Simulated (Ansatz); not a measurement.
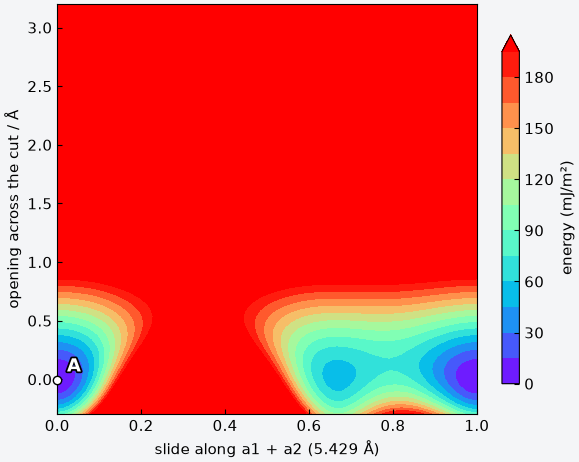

MoS₂ (R-3m, No. 166; 9 atoms in the cell). Rigid slide and opening across a plane, one cut a cell; the plane is (0 0 1) of the conventional cell, and the faces at the cut hold S and S. The first coordinate is: slide along a1 + a2 (5.429 Å); the second: opening across the cut. Nothing is relaxed (rigid halves). The scan uses a 12 × 7 grid. Points are written as (first, second). Energies: mJ/m², counted from the lowest grid point. Level of theory: Ansatz 0.2.0, DFT PBE+D3(BJ), scalar-relativistic, plane waves, PAW. Settings: cutoff 420 eV, k-mesh 14×14×3 in the order of the run's cell vectors, gaussian smearing 0.15 eV, no spin polarisation.

The picture shows filled contours, one colour for all values above the top of the scale, the point A. Between grid points the surface is interpolated.

### Find the lowest pass out of the well at A.

The easiest path leads from the well at (0.000, 0.0 Å) to the well at (0.667, 0.0 Å), about 52 mJ/m² higher. Its highest point lies about 73 mJ/m² above the bottom of the first well on the interpolated surface, at about (0.79, 0.1 Å). Seen from the upper well the barrier is about 21 mJ/m². The start is the relaxed structure and all else is held, so a fully relaxed path at this level can only be lower.

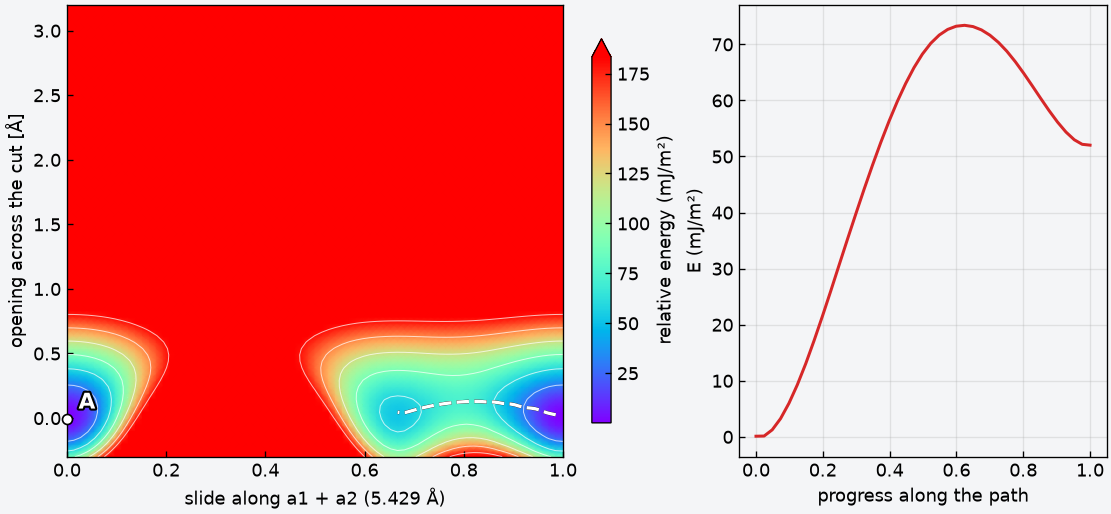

In the figure: a smooth colour map with a few white contour lines, a line along the lowest path, one colour for all values above the top of the scale, the energy along the path at the right. Between grid points the surface is interpolated.

PAW datasets: the set soft_1.
